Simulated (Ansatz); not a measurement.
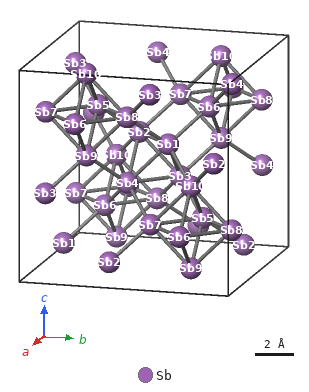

Solid Sb (a generated structure, set up in F-43m), before the relaxation. Style: ball-and-stick. Shown: the conventional cell (4 times the calculation's cell), slightly off an axis. Lengths and directions refer to the drawn axes.

The calculation used DFT PBE, scalar-relativistic, plane waves, PAW in Ansatz 0.2.0.

Input
```yaml
crystal:
  lattice:
    - [0.0, 5.8020104332, 5.8020104332]
    - [5.8020104332, 0.0, 5.8020104332]
    - [5.8020104332, 5.8020104332, 0.0]
  atoms:
    - { symbol: Sb, position: [0.4026851574, 0.4026851574, 0.7919445278] }
    - { symbol: Sb, position: [0.7919445278, 0.4026851574, 0.4026851574] }
    - { symbol: Sb, position: [0.4026851574, 0.4026851574, 0.4026851574] }
    - { symbol: Sb, position: [0.4026851574, 0.7919445278, 0.4026851574] }
    - { symbol: Sb, position: [0.9437413473, 0.5562586527, 0.5562586527] }
    - { symbol: Sb, position: [0.5562586527, 0.9437413473, 0.9437413473] }
    - { symbol: Sb, position: [0.9437413473, 0.9437413473, 0.5562586527] }
    - { symbol: Sb, position: [0.5562586527, 0.5562586527, 0.9437413473] }
    - { symbol: Sb, position: [0.5562586527, 0.9437413473, 0.5562586527] }
    - { symbol: Sb, position: [0.9437413473, 0.5562586527, 0.9437413473] }
basis:
  ecutwfc: 420
kpoints:
  mp_grid: { grid: [6, 6, 6] }
hamiltonian:
  xc: pbe
scf:
  occupations: { method: gaussian, width: 0.1 }
output:
  forces: true
  stress: true
  eigenvalues: true
relax:
  adjacent_minimum: "off"
  f_tol: 0.01
  max_steps: 80
  cell: { stress_tol: 0.05 }
```

Command:
```bash
ansatz run input.yaml --threads 1 --pin off --max-ram 2560MiB --backend cpu --events-out ev --progress --plain --runs-dir out
```

Q: Predict the outcome.

A: The largest moves relative to the cell, 0.059 Å, are those of Sb1, Sb2, Sb3 and Sb4. Sb3 goes along [1 −1 1]. The drawn cell changes as follows: a = b = c 11.604 → 11.713 Å (+0.9 %); the volume changes by +2.8 %. Among the contacts that change: Sb1–Sb10 3.075 → 3.152 Å, Sb1–Sb2 3.194 → 3.127 Å, Sb5–Sb10 3.179 → 3.140 Å. The space group stays F-43m (No. 216). The energy falls by 1.6 meV per atom in 4 accepted moves (5 points after the start). The largest force component goes from 0.061 to 0.0027 eV/Å. The pressure goes from 0.13 to 0.01 GPa. The SCF was repeated once at an unchanged geometry on a basis and grid sized afresh for the cell, which shifted the energy by 0.2 meV per atom at most. The run took 7 min on 1 thread of Arm Neoverse V1 (shared host), peak memory 0.8 GiB.

The structure at the end:

```xyz
10
Lattice="0.0000 5.8565 5.8565 5.8565 0.0000 5.8565 5.8565 5.8565 0.0000" Properties=species:S:1:pos:R:3 pbc="T T T"
Sb    6.9621    6.9621    4.7508
Sb    4.7508    6.9621    6.9621
Sb    4.7508    4.7508    4.7508
Sb    6.9621    4.7508    6.9621
Sb    6.5647    8.7847    8.7847
Sb   11.0047    8.7847    8.7847
Sb    8.7847    8.7847   11.0047
Sb    8.7847    8.7847    6.5647
Sb    8.7847    6.5647    8.7847
Sb    8.7847   11.0047    8.7847
```

The end point in the same view:

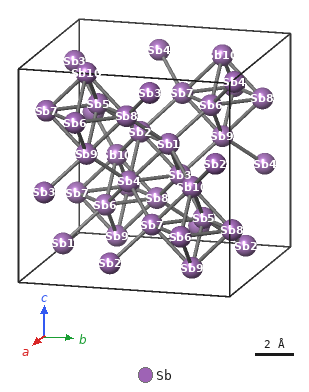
